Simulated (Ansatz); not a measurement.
Input

```
crystal:
  lattice:
    - [0.0, 2.7351727408, 2.7351727408]
    - [2.7351727408, 0.0, 2.7351727408]
    - [2.7351727408, 2.7351727408, 0.0]
  atoms:
    - { symbol: Al, position: [0.0, 0.0, 0.0] }
    - { symbol: P, position: [0.25, 0.25, 0.25] }
basis:
  ecutwfc: 420
kpoints:
  mp_grid: { grid: [8, 8, 8] }
  band_path:
    path:
      - [0.0, 0.0, 0.0]
      - [-0.5, -0.5, 0.0]
      - [-0.375, -0.375, 0.25]
      - [-0.375, 0.0, 0.375]
      - [0.0, 0.0, 0.5]
      - [-0.5, -0.25, 0.25]
      - [0.0, 0.5, 0.5]
    npoints: 1
hamiltonian:
  xc: pbesol
scf:
  occupations: { method: gaussian, width: 0.02 }
  n_extra_bands: 4
output:
  forces: true
  stress: true
  eigenvalues: true
  write_density: true
  write_potential: true
  elf: true
  volumetric_format: npy
```

Run with:

```sh
ansatz run input.yaml --threads 1 --pin off --max-ram 2560MiB --backend cpu --events-out ev --progress --plain --runs-dir out
```

Below, planes, directions and counts refer to the conventional cell (a = 5.47 Å, b = 5.47 Å, c = 5.47 Å, α = 90.00°, β = 90.00°, γ = 90.00°).

Space group F-43m.

The calculation used Ansatz 0.2.0, DFT PBEsol, scalar-relativistic, plane waves, PAW.

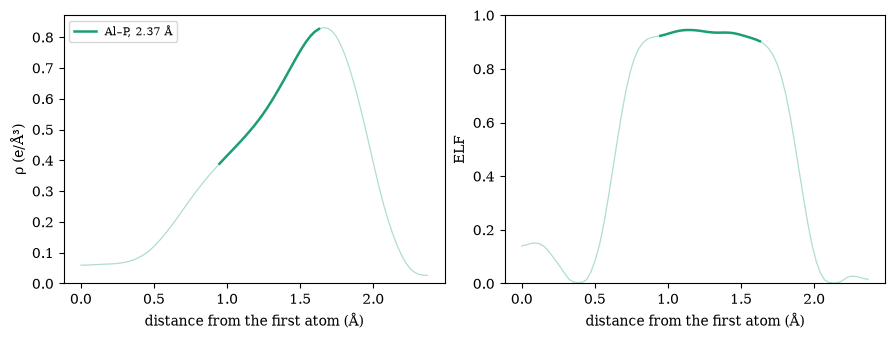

AlP. Valence pseudo-density and ELF along straight lines between neighbouring atoms. Thin, pale parts lie inside the atomic spheres.

Core electrons are frozen (PAW), and the valence fields are smoothed inside the atomic spheres.

What kind of bonding do the profiles show?

Al–P (2.37 Å): the density is about 0.51 e/Å³ at the midpoint; the ELF peaks at about 0.95 between the atoms (a shared electron pair).
